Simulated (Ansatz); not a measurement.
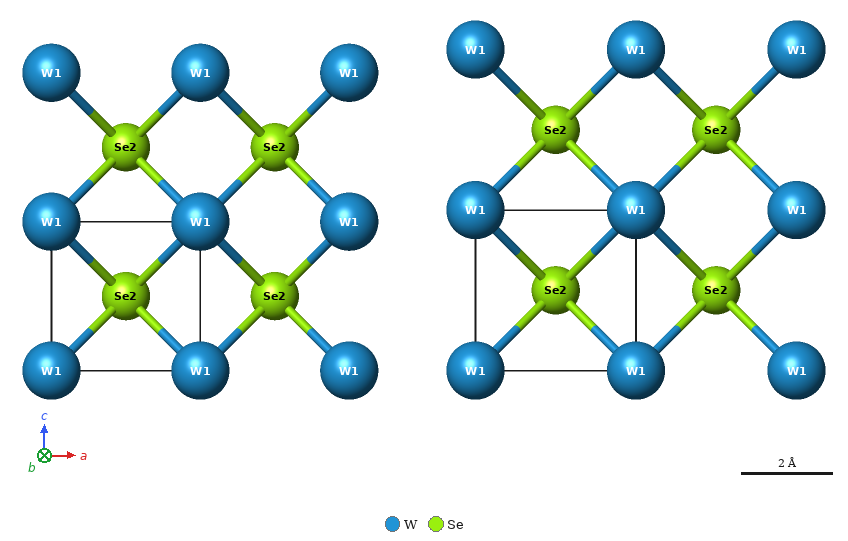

Two geometries of crystalline WSe (built on the CsCl (B2) type), drawn at one scale. One is the start of a relaxation, the other its converged end. The picture is a ball-and-stick view of the cell of the calculation, repeated 2 × 1 × 2 with one cell outlined, seen along the b axis.

Theory: Ansatz 0.2.0, DFT r2SCAN+U, scalar-relativistic, plane waves, PAW. (plane-wave cutoff 500 eV; k-point mesh 12 × 12 × 12; occupations gaussian; smearing width 0.1 eV; U W 6.2 eV; collinear spin; cell and atoms relaxed; force threshold 0.01 eV/Å; at most 80 steps)

Which one is relaxed?

Answer. The right one is the relaxed one. The atoms keep their places relative to the cell (all moves are under 0.005 Å). The drawn cell changes as follows: a = b = c 3.281 → 3.537 Å (+7.8 %); the volume changes by +25.3 %. Some distances before and after: W1–Se2 2.841 → 3.063 Å. The space group stays Pm-3m (No. 221). Over 4 accepted moves (5 points after the start) the energy falls by 0.658 eV per cell of the calculation. All forces vanish by symmetry, so only the cell relaxes. The pressure goes from 28.67 to 0.03 GPa. The SCF was repeated once at an unchanged geometry on a basis and grid sized afresh for the cell, which shifted the energy by 4.1 meV per cell of the calculation at most.
